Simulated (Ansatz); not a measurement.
Start from this file.

```
CELL_PARAMETERS angstrom
4.60560 0.00000 0.00000
0.00000 7.78924 0.00000
0.00000 0.00000 8.61595
ATOMIC_POSITIONS crystal
Al 0.75000 0.57978 0.75000
Al 0.75000 0.92022 0.75000
Al 0.50000 0.67022 0.50000
Al 0.50000 0.32978 0.50000
Ru 0.75000 0.25000 0.75000
Ru 0.50000 0.00000 0.50000
Al 0.75000 0.07978 0.25000
Al 0.75000 0.42022 0.25000
Al 0.50000 0.17022 0.00000
Al 0.50000 0.82978 0.00000
Ru 0.75000 0.75000 0.25000
Ru 0.50000 0.50000 0.00000
Al 0.25000 0.57978 0.25000
Al 0.25000 0.92022 0.25000
Al 0.00000 0.67022 0.00000
Al 0.00000 0.32978 0.00000
Ru 0.25000 0.25000 0.25000
Ru 0.00000 0.00000 0.00000
Al 0.25000 0.07978 0.75000
Al 0.25000 0.42022 0.75000
Al 0.00000 0.17022 0.50000
Al 0.00000 0.82978 0.50000
Ru 0.25000 0.75000 0.75000
Ru 0.00000 0.50000 0.50000
```

Question: Say what kind of structure these coordinates give.

Answer: Chemical formula Al$_{2}$Ru. Space group: Fddd (No. 70). Lattice: face-centred orthorhombic. Cell content 16 Al, 8 Ru; Z = 8. About every Al there are five Al and five Ru (2.54 to 2.65 Å to Al, 2.52 to 2.66 Å to Ru). Ru is surrounded by ten Al at 2.52 to 2.66 Å. Not all metal-metal contacts are counted. The bonds build a three-dimensional framework.

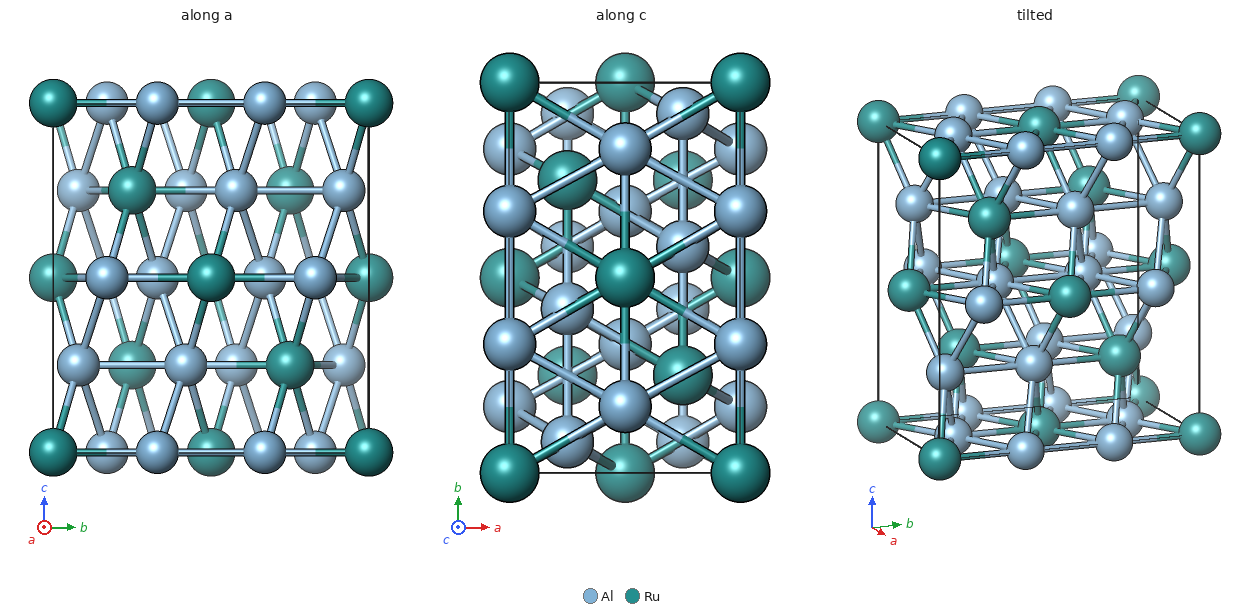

This ball-and-stick model is shown along the a axis, along the c axis and slightly off an axis. One conventional unit cell is framed, with atoms on its boundary repeated. Colours: aluminium light blue, ruthenium teal.

Origin of the cell: a structure listed in the Materials Project. It was relaxed at fixed volume with Ansatz, DFT PBEsol, scalar-relativistic, plane waves, PAW.

At this level of theory the cell isn't at rest (compressed, at 13 GPa), so its distances can differ from those at equilibrium, the more so the softer the solid.
